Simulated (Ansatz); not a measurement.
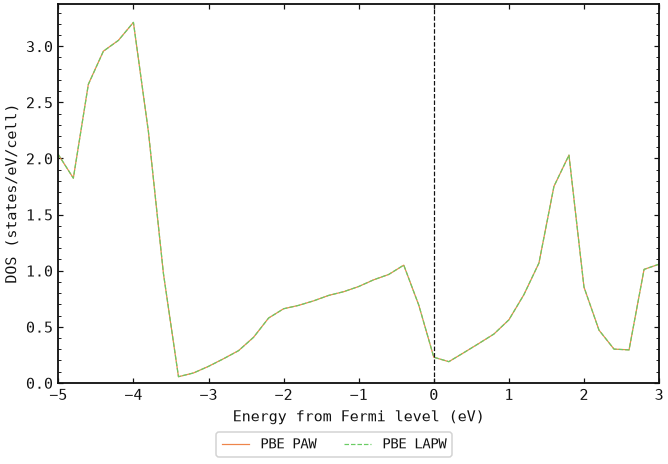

Total densities of states of SnO, space group F-43m (No. 216), 2 atoms in the cell, by two methods on the same cell. Each is counted from its own Fermi level.

What changes from one method to the other?

Answer. PBE PAW gives a metal with about 0.37 states per eV and cell at the Fermi level and PBE LAPW gives a metal with about 0.37 states per eV and cell at the Fermi level.

Settings. PBE PAW: DFT, PBE, PAW with Ansatz's default frozen-core files, scalar-relativistic, no spin polarisation, 12×12×12 k mesh, 420 eV cutoff, Fermi-Dirac smearing of 0.08 eV (Ansatz). PBE LAPW: DFT, PBE, all-electron LAPW, scalar-relativistic, no spin polarisation, 12×12×12 k mesh, Fermi-Dirac smearing of 0.08 eV (Ansatz).
